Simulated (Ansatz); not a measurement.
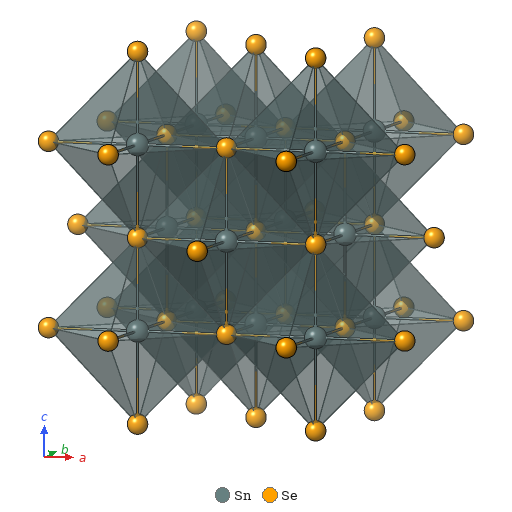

System: SnSe, space group Fm-3m (No. 225). The picture shows the conventional cell.

Structure:
```cif
data_structure
_symmetry_space_group_name_H-M 'P 1'
_symmetry_Int_Tables_number 1
_cell_length_a 4.2568
_cell_length_b 4.2568
_cell_length_c 4.2568
_cell_angle_alpha 60.000
_cell_angle_beta 60.000
_cell_angle_gamma 60.000
_cell_volume 54.54
loop_
_atom_site_label
_atom_site_type_symbol
_atom_site_fract_x
_atom_site_fract_y
_atom_site_fract_z
_atom_site_occupancy
Sn1 Sn 0.00000 0.00000 0.00000 1
Se1 Se 0.50000 0.50000 0.50000 1
```

How it was computed, with Ansatz 0.2.0: plane-wave DFT, no spin polarisation; energies at scaled volumes of the given cell, shape and fractions fixed, counted from the fit's minimum, third-order Birch-Murnaghan fit. Level: BPBE.

```
       setting        value
        k mesh        8×8×8
   occupations  Fermi–Dirac
smearing width      0.05 eV
    potentials   Ansatz PAW
   wave cutoff       420 eV
density cutoff      1680 eV
```

Predict the energy and pressure against volume. The volume takes the values 25.63, 26.18, 26.73, 27.27, 27.82, 28.36, 28.91 Å³/atom.

A third-order Birch–Murnaghan fit gives V0 = 27.68 Å³/atom, B0 = 49.3 GPa and B′ = 4.4. The energy is 26.55 meV/atom at volume 25.63 Å³/atom and 7.82 meV/atom at 28.91 Å³/atom; the lowest computed point is at volume 27.82 Å³/atom (0.11 meV/atom). The pressure falls from 4.46 GPa at volume 25.63 Å³/atom to −1.95 GPa at 28.91 Å³/atom, and changes sign near 27.68 Å³/atom.

| volume (Å³/atom) | energy (meV/atom) | pressure (GPa) |
| --- | --- | --- |
| 25.63 | 26.55 | 4.46 |
| 26.18 | 13.72 | 3.09 |
| 26.73 | 5.34 | 1.86 |
| 27.27 | 0.93 | 0.75 |
| 27.82 | 0.11 | −0.25 |
| 28.36 | 2.51 | −1.15 |
| 28.91 | 7.82 | −1.95 |

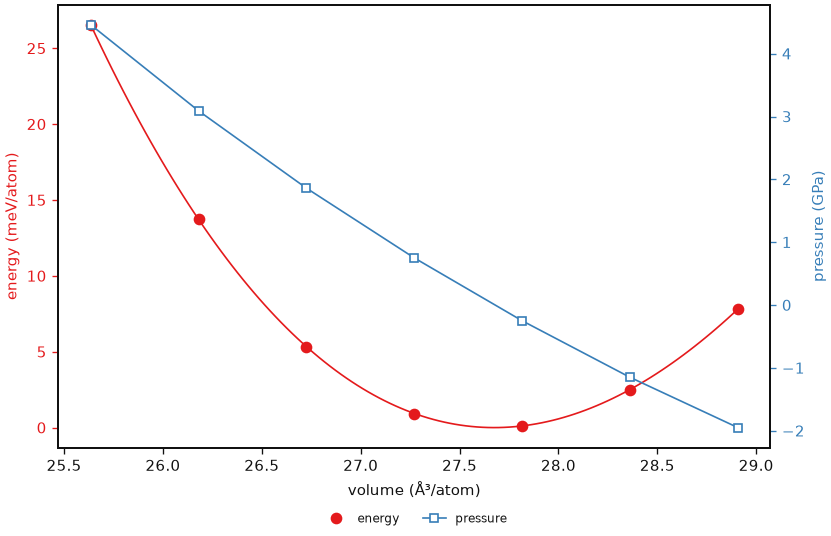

Limits of the calculation: the functional was run on potentials made for another functional.
